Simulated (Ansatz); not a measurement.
# Two runs on PbF2

System: PbF2 (3 atoms in the cell).
Method of run 1: DFT, PBE, all-electron LAPW, scalar-relativistic, no spin polarisation (Ansatz 0.2.0).

Text and figures count atoms from 1; the logs count them from 0 in places.

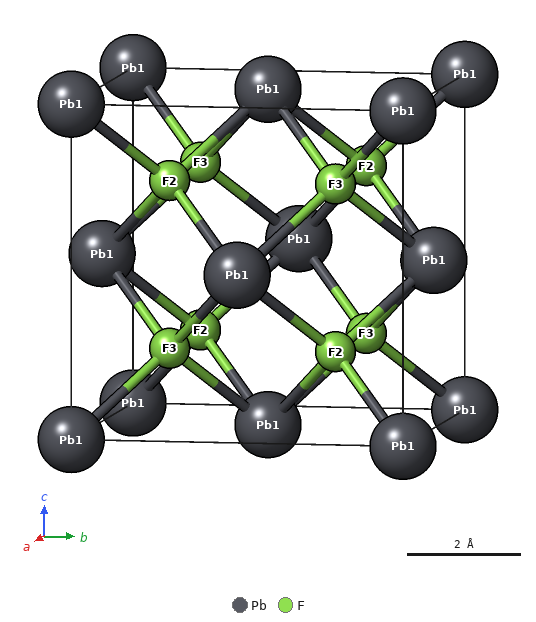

**Figure 1.** The input geometry (ball-and-stick view of the cell 4 times as large as that of the calculation, set on its symmetry axes, seen slightly off an axis; atoms are numbered from 1 in the order of the input).

## Input, run 1
```yaml
crystal:
  lattice:
    - [0.0, 2.9999686944, 2.9999686944]
    - [2.9999686944, 0.0, 2.9999686944]
    - [2.9999686944, 2.9999686944, 0.0]
  atoms:
    - { symbol: Pb, position: [0.0, 0.0, 0.0] }
    - { symbol: F, position: [0.25, 0.25, 0.25] }
    - { symbol: F, position: [0.75, 0.75, 0.75] }
kpoints:
  mp_grid: { grid: [8, 8, 8] }
  band_path:
    path:
      - [0.0, 0.0, 0.0]
      - [0.5, 0.0, 0.5]
      - [0.625, 0.25, 0.625]
      - [0.375, 0.375, 0.75]
      - [0.0, 0.0, 0.0]
      - [0.5, 0.5, 0.5]
      - [0.5, 0.25, 0.75]
      - [0.5, 0.0, 0.5]
    npoints: 14
scf:
  occupations: { method: fermi_dirac, width: 0.02 }
hamiltonian:
  xc: pbe
  pseudopotentials: { kind: all_electron, lapw: { basis_error: 0.0005 } }
output:
  forces: true
  stress: true
  eigenvalues: true
  populations: true
```

Command:
```bash
ansatz run input.yaml --threads 1 --pin off --max-ram 3072MiB --backend cpu --events-out ev --progress --plain --runs-dir out
```

Hardware: 1 thread of Arm Neoverse N1, 24 GiB of memory available, shared host.

## Output, shortened to warnings, some set-up lines, iterations and results (run 1)
```
Basis set: ecut = 273.45948962471704 eV, 537 PW (Γ), exchange–correlation at level 2
Symmetry: 48 space group operations
k-points: 29 of 512
Initial density: superposition of atomic densities (chi_scale 0.1, normalization cell, long waves kept (reshape's long-wave potential 0.01 eV rms))
[...]
SCF iter   1: F=—  HF=-573507.742556 eV  |F-HF|=—  |Δ(HF+E_count)|=         —  Δρ=5.09e-2  dr2=2.10e0  ethr=4.19e-3  ⟨swp⟩=2.0  Hψ=5374  notcnv=0
SCF iter   2: F=—  HF=-573506.354827 eV  |F-HF|=—  |Δ(HF+E_count)|=    1.39e0  Δρ=1.02e-2  dr2=5.15e-2  ethr=1.03e-4  ⟨swp⟩=2.0  Hψ=4727  notcnv=0
SCF iter   3: F=—  HF=-573505.755304 eV  |F-HF|=—  |Δ(HF+E_count)|=   6.00e-1  Δρ=1.10e-2  dr2=1.02e-1  ethr=1.03e-4  ⟨swp⟩=3.0  Hψ=3030  notcnv=0
SCF iter   4: F=—  HF=-573505.744338 eV  |F-HF|=—  |Δ(HF+E_count)|=   1.10e-2  Δρ=2.04e-3  dr2=3.45e-3  ethr=1.03e-4  ⟨swp⟩=3.0  Hψ=2780  notcnv=0
SCF iter   5: F=—  HF=-573505.740068 eV  |F-HF|=—  |Δ(HF+E_count)|=   4.27e-3  Δρ=9.27e-4  dr2=7.07e-4  ethr=6.90e-6  ⟨swp⟩=2.0  Hψ=2599  notcnv=0
SCF iter   6: F=—  HF=-573505.739276 eV  |F-HF|=—  |Δ(HF+E_count)|=   7.92e-4  Δρ=3.36e-4  dr2=9.16e-5  ethr=1.41e-6  ⟨swp⟩=3.0  Hψ=2677  notcnv=0
SCF iter   7: F=—  HF=-573505.739227 eV  |F-HF|=—  |Δ(HF+E_count)|=   4.82e-5  Δρ=6.94e-5  dr2=3.84e-6  ethr=1.83e-7  ⟨swp⟩=2.0  Hψ=2508  notcnv=0
SCF iter   8: F=-573505.739230 eV  HF=-573505.739231 eV  |F-HF|=5.32e-8  |Δ(HF+E_count)|=   3.14e-6  Δρ=7.95e-6  dr2=4.76e-8  ethr=7.68e-9  ⟨swp⟩=2.1  Hψ=2496  notcnv=0
SCF 1 converged in 8 iterations: F = -573505.739230 eV  dr2 = 4.76e-8
NSCF: frozen V_eff on 99 k-points
SCF converged after 8 iterations
Free energy (F): -573505.739230 eV
Harris-Foulkes:  -573505.739231 eV  (|F-HF|=5.32e-8)
Internal energy: -573505.739230 eV  (E = F + TS)
E sigma→0 (E₀):  -573505.739230 eV
Fermi energy:    9.349534 eV
--- Per-component energies (eV) ---
  E_band       = -2416.104313
  E_kinetic    = 660406.293610
  E_xc         = -11146.554610
  E_electrostatic = -1222765.478231  (all electrons and nuclei)
  E_smearing   = -0.000000  (= −TS)
  E_closure    = 0.000000  (closes the sum)
  E_atoms      = -573491.407447  (free atoms, spherical and without spin; not in F)
  Σ components = -573505.739230   (vs F -573505.739230, Δ=0.00e0)
  Basis errors (estimates in eV, not in F): energy 2.0e-4 per atom: plane waves 1.7e-4 (9.8e-5 summed), levels above the bands 2.3e-250, relativity 1.4e-8, radial functions 2.2e-5, core shells 6.8e-7; eigenvalues (radial functions only) 1.1e-5; not estimated: angular momenta, meshes, grids; target …
--- Forces (eV/Å), atoms counted from 1 ---
  atom   1  Pb    -0.00000000    -0.00000000     0.00000000
  atom   2  F      0.00000000     0.00000000     0.00000000
  atom   3  F      0.00000000     0.00000000     0.00000000
  max |Σ_I F_I| component: 2.08e-17 eV/Å
--- Stress (GPa, compression-positive) ---
        0.036679      -0.000000       0.000000
       -0.000000       0.036679       0.000000
        0.000000       0.000000       0.036679
  P = ⅓ Tr σ = 0.0367 GPa (0.367 kbar)
--- Löwdin populations: 3 sites ---
  site symbol       q [e]
     0     Pb     80.8672
     1      F      9.5313
     2      F      9.5313
  spilling = 0.000702 (of n_electrons = 100.000000)
```

For run 2 the input was changed thus:
```diff
+  convergence: { dr2_threshold: 1.0e-20 }
+  max_iter: 75
```

Predict how the results change.

Both reach the same energy, so the change doesn't alter the result. The SCF takes 15 iterations against 8.

## Output, shortened to warnings, some set-up lines, iterations and results (run 2)
```
Basis set: ecut = 273.45948962471704 eV, 537 PW (Γ), exchange–correlation at level 2
Symmetry: 48 space group operations
k-points: 29 of 512
Initial density: superposition of atomic densities (chi_scale 0.1, normalization cell, long waves kept (reshape's long-wave potential 0.01 eV rms))
[...]
SCF iter   1: F=—  HF=-573507.742556 eV  |F-HF|=—  |Δ(HF+E_count)|=         —  Δρ=5.09e-2  dr2=2.10e0  ethr=4.19e-3  ⟨swp⟩=2.0  Hψ=5374  notcnv=0
SCF iter   2: F=—  HF=-573506.354827 eV  |F-HF|=—  |Δ(HF+E_count)|=    1.39e0  Δρ=1.02e-2  dr2=5.15e-2  ethr=1.03e-4  ⟨swp⟩=2.0  Hψ=4727  notcnv=0
SCF iter   3: F=—  HF=-573505.755304 eV  |F-HF|=—  |Δ(HF+E_count)|=   6.00e-1  Δρ=1.10e-2  dr2=1.02e-1  ethr=1.03e-4  ⟨swp⟩=3.0  Hψ=3030  notcnv=0
SCF iter   4: F=—  HF=-573505.744338 eV  |F-HF|=—  |Δ(HF+E_count)|=   1.10e-2  Δρ=2.04e-3  dr2=3.45e-3  ethr=1.03e-4  ⟨swp⟩=3.0  Hψ=2780  notcnv=0
SCF iter   5: F=—  HF=-573505.740068 eV  |F-HF|=—  |Δ(HF+E_count)|=   4.27e-3  Δρ=9.27e-4  dr2=7.07e-4  ethr=6.90e-6  ⟨swp⟩=2.0  Hψ=2599  notcnv=0
[... 6 lines ...]
SCF iter  12: F=—  HF=-573505.739231 eV  |F-HF|=—  |Δ(HF+E_count)|=  2.33e-10  Δρ=1.58e-10  dr2=8.21e-18  ethr=2.48e-12 (applied; sched 1.00e-12)  ⟨swp⟩=2.0  Hψ=2494  notcnv=0
SCF iter  13: F=—  HF=-573505.739231 eV  |F-HF|=—  |Δ(HF+E_count)|=  8.15e-10  Δρ=2.65e-11  dr2=3.66e-19  ethr=2.48e-12 (applied; sched 1.00e-12)  ⟨swp⟩=2.0  Hψ=2494  notcnv=0
SCF iter  14: F=—  HF=-573505.739231 eV  |F-HF|=—  |Δ(HF+E_count)|=  8.15e-10  Δρ=1.10e-11  dr2=5.60e-20  ethr=2.48e-12 (applied; sched 1.00e-12)  ⟨swp⟩=2.0  Hψ=2494  notcnv=0
SCF iter  15: F=-573505.739231 eV  HF=-573505.739231 eV  |F-HF|=8.15e-10  |Δ(HF+E_count)|=  6.98e-10  Δρ=1.63e-12  dr2=8.22e-22  ethr=2.48e-12 (applied; sched 1.00e-12)  …
SCF 1 converged in 15 iterations: F = -573505.739231 eV  dr2 = 8.22e-22
NSCF: frozen V_eff on 99 k-points
SCF converged after 15 iterations
Free energy (F): -573505.739231 eV
Harris-Foulkes:  -573505.739231 eV  (|F-HF|=8.15e-10)
Internal energy: -573505.739231 eV  (E = F + TS)
E sigma→0 (E₀):  -573505.739231 eV
Fermi energy:    9.349700 eV
--- Per-component energies (eV) ---
  E_band       = -2416.097595
  E_kinetic    = 660406.266108
  E_xc         = -11146.552524
  E_electrostatic = -1222765.452815  (all electrons and nuclei)
  E_smearing   = -0.000000  (= −TS)
  E_closure    = 0.000000  (closes the sum)
  E_atoms      = -573491.407447  (free atoms, spherical and without spin; not in F)
  Σ components = -573505.739231   (vs F -573505.739231, Δ=0.00e0)
  Basis errors (estimates in eV, not in F): energy 2.0e-4 per atom: plane waves 1.7e-4 (9.8e-5 summed), levels above the bands 2.3e-250, relativity 1.4e-8, radial functions 2.2e-5, core shells 6.8e-7; eigenvalues (radial functions only) 1.1e-5; not estimated: angular momenta, meshes, grids; target …
--- Forces (eV/Å), atoms counted from 1 ---
  atom   1  Pb     0.00000000    -0.00000000    -0.00000000
  atom   2  F     -0.00000000     0.00000000     0.00000000
  atom   3  F      0.00000000    -0.00000000     0.00000000
  max |Σ_I F_I| component: 9.25e-18 eV/Å
--- Stress (GPa, compression-positive) ---
        0.036455      -0.000000       0.000000
       -0.000000       0.036455       0.000000
        0.000000       0.000000       0.036455
  P = ⅓ Tr σ = 0.0365 GPa (0.365 kbar)
--- Löwdin populations: 3 sites ---
  site symbol       q [e]
     0     Pb     80.8672
     1      F      9.5313
     2      F      9.5313
  spilling = 0.000702 (of n_electrons = 100.000000)
```

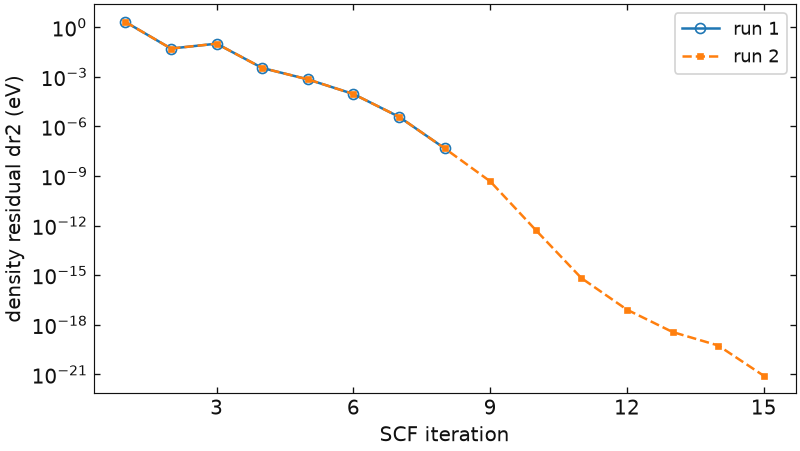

**Figure 2.** Convergence of the two runs: density residual dr2 against the SCF iteration. Run 1 takes 8 iterations in all, and run 2 takes 15.

## The two runs side by side

```tsv
quantity	run 1	run 2
outcome	converged	converged
free energy per atom (eV)	−191168.5797	−191168.5797
gap on the mesh (eV)	4.42	4.42
pressure (GPa)	0.04	0.04
largest force (eV/Å)	0.000	0.000
SCF iterations	8	15
irreducible k-points	29	29
plane waves at Γ	537	537
wall time (shared host)	45 s	58 s
```

For run 1: Spin–orbit coupling is left out, which matters for Pb. For run 2: A setting was made wrong on purpose: an extremely tight threshold (`scf.convergence.dr2_threshold`). The threshold was met all the same, at the cost of more iterations.
